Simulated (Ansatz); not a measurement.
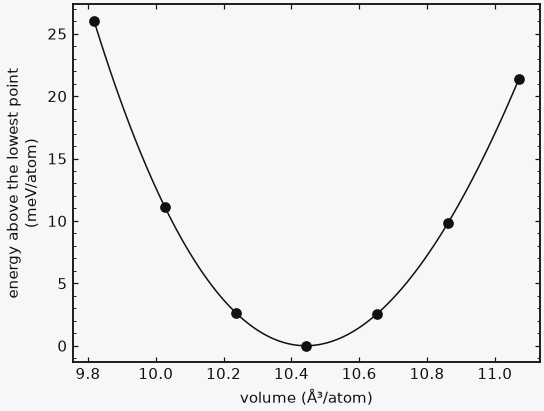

Plotted: energy above the lowest point against volume for SiO₃, space group Pm-3m (No. 221) (one of a set of cubic test structures, which need not be the stable phase).

Calculation (Ansatz 0.2.0 development build): equation of state of a cubic crystal from periodic Kohn-Sham density functional theory without spin, third-order Birch-Murnaghan fit to the free energies; pressure corrected for the finite basis. Level: PBE.

```json
{"setting": "structure type", "value": "ReO3"}
{"setting": "atoms in cell", "value": "4"}
{"setting": "space group number", "value": "221"}
{"setting": "lattice centring", "value": "simple cubic"}
{"setting": "k mesh", "value": "31×31×31"}
{"setting": "occupation method", "value": "Fermi–Dirac"}
{"setting": "occupation width", "value": "0.06123 eV"}
{"setting": "wave cutoff", "value": "420 eV"}
{"setting": "datasets", "value": "soft-1 PAW"}
{"setting": "density tolerance", "value": "1e-07 eV"}
{"setting": "bands", "value": "15"}
{"setting": "density cutoff ratio", "value": "4"}
{"setting": "search for lower states", "value": "default"}
```

From this curve and the settings, what does the calculation give for the pressure at the same points?

The pressure falls from 14.1 GPa at volume 9.82 Å³/atom to −10.3 GPa at 11.07 Å³/atom, and changes sign near 10.44 Å³/atom.

```csv
volume (Å³/atom),pressure (GPa)
9.82,14.1
10.03,8.9
10.24,4.2
10.44,0.0
10.65,-3.8
10.86,-7.3
11.07,-10.3
```

Caveats: cubic model structure, not the ambient form.
